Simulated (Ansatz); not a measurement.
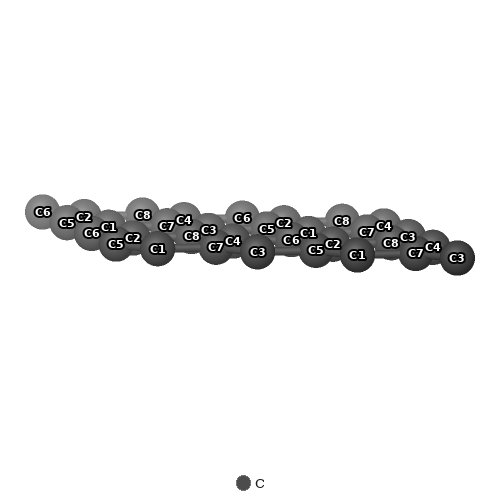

The system is H₂ on a two-dimensional sheet of C (8 atoms of substrate and one adsorbate in a 2 × 2 cell); the picture shows it without the atoms that are moved over the map. H2 lies flat over one site of a rigid substrate while its bond length and height are varied; it sits over a top site over C1, heights counted from the top plane, its axis along the first surface vector. Coordinates scanned: (1) distance H9-H10; (2) height of the H2 axis above the plane of C1. Grid: 8 × 9 points. At 19 points there is no value (left out: too close to the surface, or the stretched molecule far from it). Points are written as (first, second). All energies are given in eV relative to the lowest grid point. These are results of DFT PBE+D3(BJ), scalar-relativistic, plane waves, PAW (Ansatz), not measurements. Settings: cutoff 420 eV, k-mesh 6×6×1, gaussian smearing 0.1 eV, no spin polarisation.

Range: distance H9-H10 from 0.650 to 2.650 Å; height of the H2 axis above the plane of C1 from 0.45 to 3.60 Å.

What landscape does the calculation give?

The lowest grid point is at (0.750 Å, 3.00 Å). The highest grid point, (1.495 Å, 0.45 Å), lies 14.8 eV above the lowest.

| second ↓, first → | 0.650 | 0.750 | 0.919 | 1.181 | 1.495 | 1.849 | 2.235 | 2.650 |
| --- | --- | --- | --- | --- | --- | --- | --- | --- |
| 3.60 | 0.2 | 0.0 | 0.3 | 1.5 | – | – | – | – |
| 3.00 | 0.2 | 0.0 | 0.3 | 1.5 | – | – | – | – |
| 2.60 | 0.3 | 0.1 | 0.4 | 1.5 | – | – | – | – |
| 2.05 | 0.8 | 0.6 | 0.9 | 2.0 | 3.4 | – | – | – |
| 1.73 | 1.8 | 1.6 | 1.9 | 3.0 | 4.2 | 5.1 | 5.6 | 5.6 |
| 1.41 | 3.8 | 3.6 | 3.8 | 4.6 | 5.3 | 5.6 | 5.8 | 5.8 |
| 1.09 | 6.9 | 6.4 | 6.0 | 5.9 | 5.8 | 5.7 | 5.8 | 5.8 |
| 0.77 | 12.8 | 11.6 | 10.1 | 8.6 | 7.6 | 7.3 | 7.4 | 7.4 |
| 0.45 | – | – | – | – | 14.8 | 13.5 | 13.9 | 14.0 |

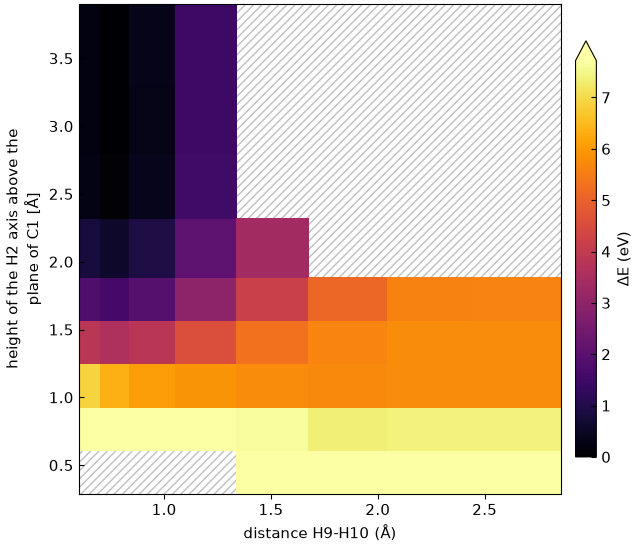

Drawn: one coloured cell a grid point, one colour for all values above the top of the scale, hatched blanks where no value was computed.

Each point was launched as `ansatz run input.yaml --threads 1 --pin off --max-ram 3072MiB --backend cpu --events-out ev --progress --plain --runs-dir out`. The whole map (53 points run) took 11 min on 1 thread of Arm Neoverse V1, on a shared host.

PAW datasets: the set soft_1.
